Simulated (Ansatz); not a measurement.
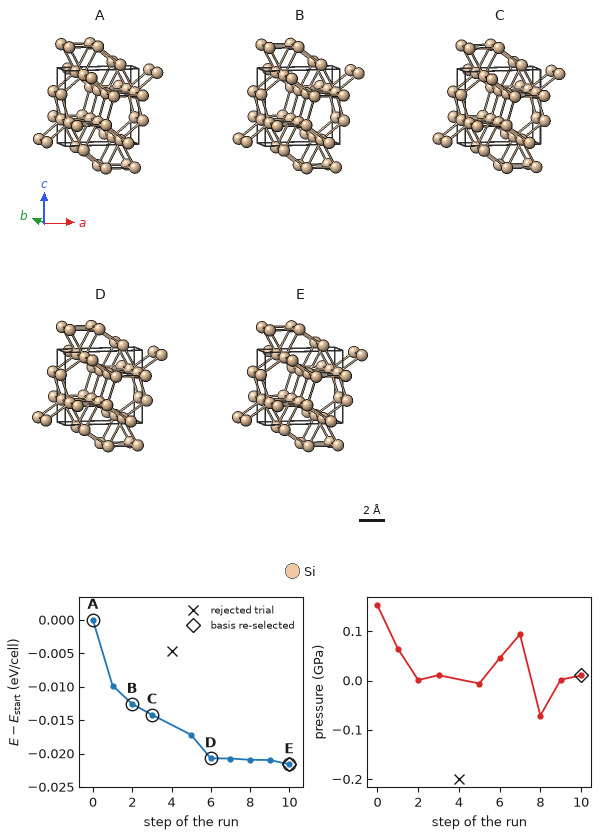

Frames of a relaxation of a crystal of Si (a generated structure, set up in Pmma), marked on the history of the run. A ball-and-stick model of the cell of the calculation, seen slightly off an axis.

Level of theory: DFT PBE, scalar-relativistic, plane waves, PAW (Ansatz). (plane-wave cutoff 420 eV; k-point mesh 6 × 14 × 6; occupations gaussian; smearing width 0.1 eV; no spin polarisation; cell and atoms relaxed; force threshold 0.01 eV/Å; at most 80 steps)

Question: What happens along the run?

Answer: After 8 accepted moves (10 points after the start) the energy has fallen by 21.6 meV per cell of the calculation. The largest force component goes from 0.066 to 0.00056 eV/Å. The pressure goes from 0.15 to 0.01 GPa. The line search rejected the trial step at point 4 of the run. The SCF was repeated once at an unchanged geometry on a basis and grid sized afresh for the cell, which shifted the energy by 0.7 meV per cell of the calculation at most. The largest moves relative to the cell, 0.082 Å, are those of Si atoms. The drawn cell changes as follows: a 6.290 → 6.614 Å (+5.2 %), b 2.536 → 2.516 Å (−0.8 %), c 6.263 → 6.035 Å (−3.7 %); the volume changes by +0.5 %. Among the contacts that change: Si–Si 2.468 → 2.531 Å, Si–Si 2.536 → 2.516 Å, Si–Si 2.633 → 2.616 Å, Si–Si 2.460 → 2.472 Å. Among the angles between lasting bonds that change: Si–Si–Si 101.1° → 111.2°, Si–Si–Si 113.5° → 106.1°, Si–Si–Si 101.5° → 95.5°. The space group stays Pmma (No. 51). From step 0 to 2: Si atoms move most (0.03 Å), volume +0.4 %, energy −12.6 meV per cell of the calculation. From step 2 to 3: energy −1.6 meV per cell of the calculation. From step 3 to 6: Si atoms move most (0.04 Å), energy −6.5 meV per cell of the calculation. From step 6 to 10: energy −0.9 meV per cell of the calculation.

```
step  E − E(0), meV/atom  largest force component, eV/Å  pressure, GPa  volume, Å³/atom                      note
   0                0.00                         0.0664           0.15           16.647                          
   1               -1.64                         0.0318           0.06           16.679                          
   2               -2.10                         0.0103           0.00           16.708                          
   3               -2.37                         0.0122           0.01           16.716                          
   4               -0.78                         0.0322          -0.20           16.738                  rejected
   5               -2.87                         0.0130          -0.01           16.731                          
   6               -3.45                         0.0092           0.05           16.729                          
   7               -3.46                         0.0267           0.09           16.720                          
   8               -3.49                         0.0030          -0.07           16.747                          
   9               -3.50                         0.0006           0.00           16.735                          
  10               -3.60                         0.0006           0.01           16.735  same geometry, new basis
```
